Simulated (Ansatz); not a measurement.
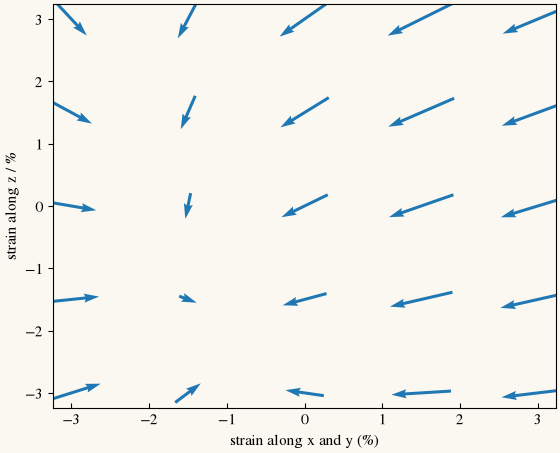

Co (P-3m1, No. 164; 2 atoms in the cell). The cell is strained homogeneously, by one strain along x and y and another along z, with fractional coordinates fixed (x along [1 0 0], z along [0 0 1] of the conventional cell). First axis: strain along x and y. Second axis: strain along z. The scan uses a 5 × 5 grid. The reference cell is the one listed in the database, not relaxed at this level. Computed with Ansatz 0.2.0, DFT PBEsol, scalar-relativistic, plane waves, PAW. Settings: cutoff 420 eV, k-mesh 24×24×12 in the order of the run's cell vectors, gaussian smearing 0.15 eV, spin-polarised.

The picture shows arrows along the force (downhill), their lengths compressed.

Question: The arrows alone are given. Where is the energy lowest?

Answer: The arrows converge at about strain along x and y = −1.2 %, strain along z = −1.9 % (read from the interpolated surface).

The energy map of the same scan:

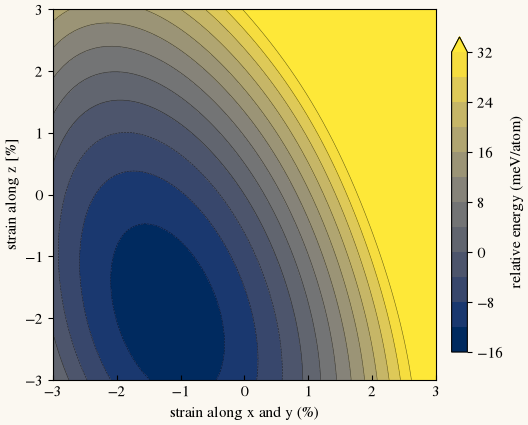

Energies are in meV/atom, from the unstrained cell; between grid points the surface is interpolated.
